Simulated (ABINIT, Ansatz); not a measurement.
# Quasiparticle gap of CsPbCl3 (R32) in ABINIT, part 3 of 3

Aim: the G0W0 gap of CsPbCl3 (R32) on LDA, step by step.

ABINIT 10.8.3; LDA and many-body steps on it, plane waves. Known limits of the many-body steps: not at the basis limit; exchange with frozen shells missing; no spin-orbit coupling; coarse k mesh.

So far. Step 3 (Bands along the symmetry lines): The gap is 1.964 eV, −0.004 eV from the run before at this level. Step 4 (Empty states on the mesh, 2×2×2 mesh, 121 bands): On this mesh the gap is 1.968 eV.

## Step 5: Screening, 2×2×2 mesh, 111 bands, screening to 98 eV

The RPA dielectric matrix is built and inverted for each q.

This step: RPA screening on LDA, plane waves, norm-conserving pseudopotentials.

Input file run.abi:

```
acell 3*1.0 Angstrom
rprim 
  4.003155115600 2.311222683600 3.295555457400
  -4.003155115600 2.311222683600 3.295555457400
  0.000000000000 -4.622445367199 3.295555457400
ntypat 3
znucl 55 82 17
natom 5
typat 1 2 3 3 3
xred 
  0.500000000000 0.500000000000 0.500000000000
  0.000000000000 -0.000000000000 0.000000000000
  0.500000000000 0.018600300000 0.981399700000
  0.018600300000 0.981399700000 0.500000000000
  0.981399700000 0.500000000000 0.018600300000
pp_dirpath "pseudos"
pseudos "Cs.upf, Pb.upf, Cl.upf"
ecut 24
ngkpt 2 2 2
nshiftk 1
shiftk 0 0 0
kptopt 1
chksymbreak 0
istwfk *1
occopt 1
irdwfk 1
optdriver 3
nband 111
ecuteps 3.6
inclvkb 2
awtr 1
symchi 1
indata_prefix "in"
outdata_prefix "out"
tmpdata_prefix "tmp"
```

Started as:

```
$ OMP_NUM_THREADS=1 mpirun -n 4 abinit run.abi > log
```

Numbers of over 12 decimals in the logs are rounded to 6 here.

The log of the run:

```text
.Version 10.8.3 of ABINIT. v10.8.2 released Aug 2026.

 Symmetries : space group R3 2 (#155); Bravais hR (rhombohedral)
[... echo of the input left out ...]
== DATASET  1 ==================================================================
-   mpi_nproc: 4, omp_nthreads: 1 (-1 if OMP is not activated)

--- !DatasetInfo
iteration_state: {dtset: 1, }
dimensions: {natom: 5, nkpt: 4, mband: 111, nsppol: 1, nspinor: 1, nspden: 1, mpw: 6967, }
cutoff_energies: {ecut:  24.0, pawecutdg:  -1.0, }
electrons: {nelect:   4.40000000E+01, charge:   0.00000000E+00, occopt:   1.00000000E+00, tsmear:   1.00000000E-02, }

 SCREENING: Calculation of the susceptibility and dielectric matrices

 Based on a program developped by R.W. Godby, V. Olevano, G. Onida, and L. Reining.
 Incorporated in ABINIT by V. Olevano, G.-M. Rignanese, and M. Torrent.
.Using double precision arithmetic ; gwpc =  8

[... cell and pseudopotentials left out ...]
--------------------------------------------------------------------------------

 ==== K-mesh for the wavefunctions ====
 Number of points in the irreducible wedge :     4
[... list of points left out ...]
 Together with  6 symmetry operations and time-reversal symmetry
 yields     8 points in the full Brillouin Zone.

 ==== Q-mesh for the screening function ====
 Number of points in the irreducible wedge :     4
[... list of points left out ...]
 Together with  6 symmetry operations and time-reversal symmetry
 yields     8 points in the full Brillouin Zone.

 setmesh: FFT mesh size selected  =    36x   36x   36
          total number of points  =        46656

 vcoul_init : cutoff-mode = AUXILIARY_FUNCTION
 q-points for optical limit:   1
     1)      0.000010    0.000020    0.000030

- screening: taking advantage of time-reversal symmetry
- Maximum band index for partially occupied states nbvw = 22
- Remaining bands to be divided among processors   nbcw = 89
- Number of bands treated by each node ~22

 Number of electrons calculated from density =   44.0000; Expected =   44.0000
 average of density, n =  0.035640
 r_s =    1.8851
 omega_plasma =   18.2105 [eV]

 calculating chi0 at frequencies [eV] :
  1    0.000000E+00    0.000000E+00
  2    0.000000E+00    1.821049E+01

--------------------------------------------------------------------------------
  q-point number  1        q = ( 0.000000, 0.000000, 0.000000) [r.l.u.]
--------------------------------------------------------------------------------
[... chi0 elements left out ...]
 For q-point:  0.000010 0.000020 0.000030
  dielectric constant =   6.9585
  dielectric constant without local fields =   8.0044

  Average fulfillment of the sum rule on Im[epsilon] for q-point    1 :     58.02  [%]
[... wings left out ...]
  q-point number  2        q = ( 0.500000, 0.000000, 0.000000) [r.l.u.]
--------------------------------------------------------------------------------
[... chi0 elements left out ...]
  Average fulfillment of the sum rule on Im[epsilon] for q-point    2 :     67.54  [%]

 [... 2 further q-points ...]
```

Elapsed: 42 s, on 4 MPI ranks of Arm Neoverse N1, shared host; peak memory 1.1 GiB.

Numbers from this step:

* ε∞ with local fields, on this mesh, along the program's q direction: 6.958
* the same without local fields: 8.004
* plasma frequency: 18.21 eV
* plane waves in the screening matrix: 413

Local fields lower ε∞ by 13 %. On a Γ-centred mesh this coarse the value itself is usually too large, while a short band sum pulls it down.

## Step 6: Self-energy, 2×2×2 mesh, 111 bands, screening to 98 eV

The self-energy is evaluated for the states that the input lists, and the levels follow from it, in one-shot runs by the linearised quasiparticle equation.

This step: G0W0 on LDA, plane waves, norm-conserving pseudopotentials.

run.abi, as its differences from that of step 5:

```diff
@@ -26,8 +26,17 @@
 irdwfk 1
-optdriver 3
+optdriver 4
 nband 111
+gwcalctyp 0
+ecutsigx 24
+symsigma 1
+nkptgw 2
+kptgw 
+  0.5000000000 0.5000000000 0.5000000000
+  0.0000000000 0.0000000000 0.0000000000
+bdgw 
+  20 25
+  20 25
 ecuteps 3.6
-inclvkb 2
-awtr 1
-symchi 1
+irdscr 1
+ppmodel 1
 indata_prefix "in"
```

The log of the run:

```text
.Version 10.8.3 of ABINIT. v10.8.2 released Aug 2026.

 Symmetries : space group R3 2 (#155); Bravais hR (rhombohedral)
[... echo of the input left out ...]
== DATASET  1 ==================================================================
-   mpi_nproc: 4, omp_nthreads: 1 (-1 if OMP is not activated)

--- !DatasetInfo
iteration_state: {dtset: 1, }
dimensions: {natom: 5, nkpt: 4, mband: 111, nsppol: 1, nspinor: 1, nspden: 1, mpw: 6967, }
cutoff_energies: {ecut:  24.0, pawecutdg:  -1.0, }
electrons: {nelect:   4.40000000E+01, charge:   0.00000000E+00, occopt:   1.00000000E+00, tsmear:   1.00000000E-02, }

 SIGMA: Calculation of the GW corrections

 Based on a program developped by R.W. Godby, V. Olevano, G. Onida, and L. Reining.
 Incorporated in ABINIT by V. Olevano, G.-M. Rignanese, and M. Torrent.
.Using double precision arithmetic ; gwpc =  8

[... cell and pseudopotentials left out ...]
--------------------------------------------------------------------------------

 ==== K-mesh for the wavefunctions ====
 Number of points in the irreducible wedge :     4
[... list of points left out ...]
 Together with  6 symmetry operations and time-reversal symmetry
 yields     8 points in the full Brillouin Zone.

 ==== Q-mesh for screening function ====
 Number of points in the irreducible wedge :     4
[... list of points left out ...]
 Together with  6 symmetry operations and time-reversal symmetry
 yields     8 points in the full Brillouin Zone.

 vcoul_init : cutoff-mode = AUXILIARY_FUNCTION
 q-points for optical limit:   1
     1)      0.000010    0.000020    0.000030
 setmesh: FFT mesh size selected  =    48x   48x   48
          total number of points  =       110592

 Number of electrons calculated from density =   44.0000; Expected =   44.0000
 average of density, n =  0.035640
 r_s =    1.8851
 omega_plasma =   18.2105 [eV]

 === KS Band Gaps ===
  >>>> For spin  1
   Minimum direct gap =   1.9680 [eV], located at k-point      :   0.5000  0.5000  0.5000
   Fundamental gap    =   1.9680 [eV], Top of valence bands at :   0.5000  0.5000  0.5000
                                       Bottom of conduction at :   0.5000  0.5000  0.5000
 SIGMA fundamental parameters:
 PLASMON POLE MODEL  1
 number of plane-waves for SigmaX                 6967
 number of plane-waves for SigmaC and W            413
 number of plane-waves for wavefunctions          6967
 number of bands                                   111
 number of independent spin polarizations            1
 number of spinorial components                      1
 number of k-points in IBZ                           4
 number of q-points in IBZ                           4
 number of symmetry operations                       6
 number of k-points in BZ                            8
 number of q-points in BZ                            8
 number of frequencies for dSigma/dE                 9
 frequency step for dSigma/dE [eV]                0.25
 number of omega for Sigma on real axis              0
 max omega for Sigma on real axis  [eV]           0.00
 zcut for avoiding poles [eV]                     0.10

 EPSILON^-1 parameters (SCR file):
 dimension of the eps^-1 matrix on file            413
 dimension of the eps^-1 matrix used               413
 number of plane-waves for wavefunctions          6967
 number of bands                                   111
 number of q-points in IBZ                           4
 number of frequencies                               2
 number of real frequencies                          1
 number of imag frequencies                          1

 matrix elements of self-energy operator (all in [eV])

 Perturbative Calculation

--- !SelfEnergy_ee
iteration_state: {dtset: 1, }
kpoint     : [   0.500,    0.500,    0.500, ]
spin       : 1
KS_gap     :    1.968
QP_gap     :    3.385
Delta_QP_KS:    1.417
data: !SigmaeeData |
     Band     E0 <VxcDFT>   SigX SigC(E0)      Z dSigC/dE  Sig(E)    E-E0       E
       20  -0.602 -14.044 -18.371   3.298   0.768  -0.302 -14.834  -0.790  -1.392
       21  -0.602 -14.044 -18.371   3.298   0.768  -0.302 -14.834  -0.790  -1.392
       22   1.193 -15.165 -17.775   2.086   0.788  -0.269 -15.578  -0.413   0.780
       23   3.162 -10.216  -6.480  -2.507   0.817  -0.223  -9.212   1.004   4.166
       24   3.162 -10.216  -6.480  -2.507   0.817  -0.223  -9.212   1.004   4.166
       25   3.163 -10.225  -6.484  -2.504   0.817  -0.224  -9.215   1.011   4.174

--- !SelfEnergy_ee
iteration_state: {dtset: 1, }
kpoint     : [   0.000,    0.000,    0.000, ]
spin       : 1
KS_gap     :    5.370
QP_gap     :    7.029
Delta_QP_KS:    1.659
data: !SigmaeeData |
     Band     E0 <VxcDFT>   SigX SigC(E0)      Z dSigC/dE  Sig(E)    E-E0       E
       20  -0.931 -13.826 -18.134   3.296   0.767  -0.303 -14.602  -0.777  -1.707
       21  -0.931 -13.826 -18.134   3.296   0.767  -0.303 -14.602  -0.777  -1.707
       22  -0.914 -13.826 -18.137   3.305   0.767  -0.304 -14.598  -0.771  -1.686
       23   4.456  -6.792  -2.649  -3.088   0.841  -0.190  -5.904   0.887   5.343
       24   5.584  -6.982  -2.823  -2.980   0.840  -0.190  -5.991   0.990   6.574
       25   5.584  -6.982  -2.823  -2.980   0.840  -0.190  -5.991   0.990   6.574

== END DATASET(S) ==============================================================
================================================================================

 -outvars: echo values of variables after computation  --------
           etotal      0.0000000000E+00
            nband         111
             nkpt           4
          spgroup         155
 [... the other variables as echoed above ...]

 Calculation completed.
```

It took 25 s on 4 MPI ranks; peak memory 0.88 GiB; 99 s of CPU time.

This step gave:

| Quantity | Value |
| --- | --- |
| G0W0 gap on the points computed | 3.386 eV |
| starting gap on the mesh | 1.968 eV |
| k of the valence top | 0.5, 0.5, 0.5 |
| k of the conduction bottom | 0.5, 0.5, 0.5 |
| Z at the valence top | 0.788 |
| Z at the conduction bottom | 0.817 |
| least direct G0W0 gap on the computed points | 3.386 eV |

The gap on the mesh goes from 1.97 eV to 3.39 eV, a correction of +1.42 eV.

Limits: finite bands, cutoff and mesh; exchange with frozen shells missing; no spin-orbit coupling; coarse k mesh. v1 is the top filled band, c1 the lowest empty one. The levels before and after the correction (eV, zero at the valence-band top of each column):

|  | conduction bottom | valence top |
| --- | --- | --- |
| Kohn-Sham | 1.97 | 0.00 |
| G0W0 | 3.39 | 0.00 |

|  | level | energy (eV) |
| --- | --- | --- |
| Kohn-Sham | (0.5 0.5 0.5) v3-v2 | -1.795 |
| Kohn-Sham | (0.5 0.5 0.5) v1 | 0.000 |
| Kohn-Sham | (0.5 0.5 0.5) c1-c2 | 1.968 |
| Kohn-Sham | (0.5 0.5 0.5) c3 | 1.970 |
| G0W0 | (0.5 0.5 0.5) v3-v2 | -2.172 |
| G0W0 | (0.5 0.5 0.5) v1 | 0.000 |
| G0W0 | (0.5 0.5 0.5) c1-c2 | 3.386 |
| G0W0 | (0.5 0.5 0.5) c3 | 3.394 |

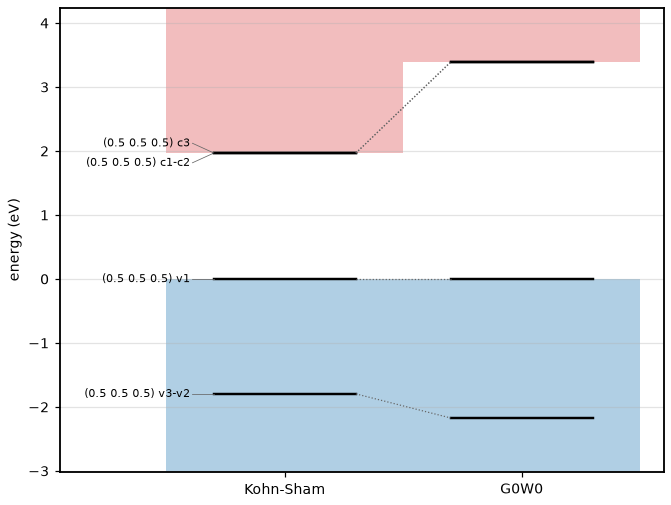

Levels before and after the correction. Shaded: valence and conduction bands.

## Step 7: Where the time went

Times are wall times on 4 MPI ranks of Arm Neoverse N1, shared host, good to a factor of about two.

| step | time | share | memory (GiB) |
| --- | --- | --- | --- |
| ground state | 67 s | 21 % | 0.36 |
| bands along the symmetry lines | 2.1 min | 40 % | 0.45 |
| empty states on the mesh | 58 s | 18 % | 0.36 |
| screening | 42 s | 13 % | 1.1 |
| self-energy | 25 s | 8 % | 0.88 |

## Step 8: Summary of results

```
LDA gap              : 1.96 eV, indirect (only 1 meV under the direct gap)
G0W0 gap on the mesh : 3.39 eV
GW settings          : 2×2×2 mesh, 111 bands, screening to 98 eV, Godby-Needs plasmon pole
known limits         : not at the basis limit; exchange with frozen shells missing; no spin-orbit coupling; coarse k mesh
```

In words: G0W0 moves the gap on the mesh from 1.97 eV to 3.39 eV (+1.42 eV), with Z of 0.79 and 0.82 at the edges. Local fields lower the RPA ε∞ on this mesh from 8.00 to 6.96; a Γ-centred mesh this coarse tends to raise both, most where the direct gap is narrow, while a short band sum lowers them. Only 2 of the mesh's irreducible points were corrected, so a valley elsewhere could overtake. The dearest step here is «bands along the symmetry lines». Bands and cutoff are finite, so the gap is not at the basis limit. The miss can reach some tenths of an eV and take either sign; the mesh is an error of its own. In the G0W0 run levels were corrected at 2 k points alone, so a gap called «on the mesh» is the least over those, and an edge elsewhere would be missed. The 2×2×2 mesh is coarse for this cell, which bears on the long-range parts of exchange and screening. Where an edge is built on 6p states of lead, bismuth or thallium, scalar-relativistic gaps usually stand too wide, by a few tenths to over one eV. The norm-conserving file of at least one element keeps a d shell over frozen s and p shells of the same row. Exchange with those shells is missing from the self-energy, an error of 0.3 to 0.9 eV in cases checked, whose sign depends on which edge lies on those atoms. The many-body steps are scalar-relativistic: spin-orbit coupling is not in them.

[Paths, hosts, dates, memory and timing lines, banners, echoed tables and standing remarks are left out of the program output.]

[Logs are printed without paths, hosts, clocks, repeated set-up lines and the standing remarks that a program may print on its own settings, such as how far it seeks lower states.]

[Runs of the session that timed out or met a known fault of the program may be left out.]

[No measured gap is set beside runs whose start may be inverted or whose files or cutoffs have a known fault.]

[Hosts, paths, dates, database ids (printed as entryN), source tags and the programs' standing remarks are cut or masked in the printed files.]

[G0W0 gaps are taken among the corrected bands and points alone; a level outside them can change the order at an edge.]

[Where Ansatz stands beside ABINIT at settings called matched, ABINIT's density can come from a denser mesh and the files from another edition; pairs whose starting gaps differed by over 0.03 eV were left out, so agreement reads better than it is.]
